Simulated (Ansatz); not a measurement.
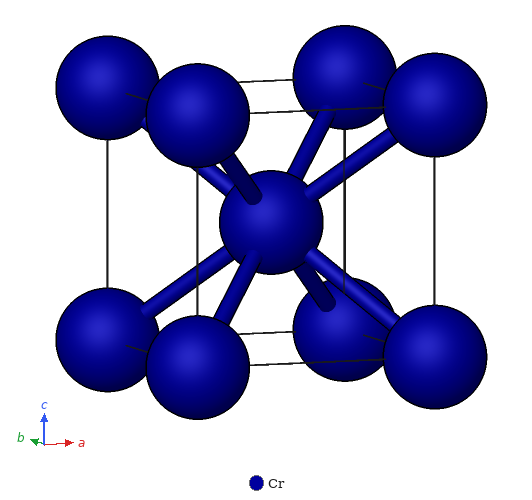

We look at a ball-and-stick model of the crystal slightly off an axis. The edges of the conventional unit cell are marked.

Cr, space group Im-3m (No. 229), a = 2.81 Å, b = 2.81 Å, c = 2.81 Å, α = 90.00°, β = 90.00°, γ = 90.00°.

Run with DFT PBEsol, scalar-relativistic, plane waves, PAW (Ansatz) and these settings: wavefunction cutoff 600 eV, k-points about 0.16 Å⁻¹ apart, Gaussian smearing of 0.05 eV, no spin polarisation (a spin-restricted run, not always the ground state).

Is it conducting or gapped at this level?

A metal: bands cross the Fermi level.

State the hydrostatic pressure.

The computed pressure is 0.0 GPa, close to zero.

Starting structure: the standard structure of this element. Earlier steps of the study may have refined or changed the cell and positions. It was run through Ansatz as a DFT input.
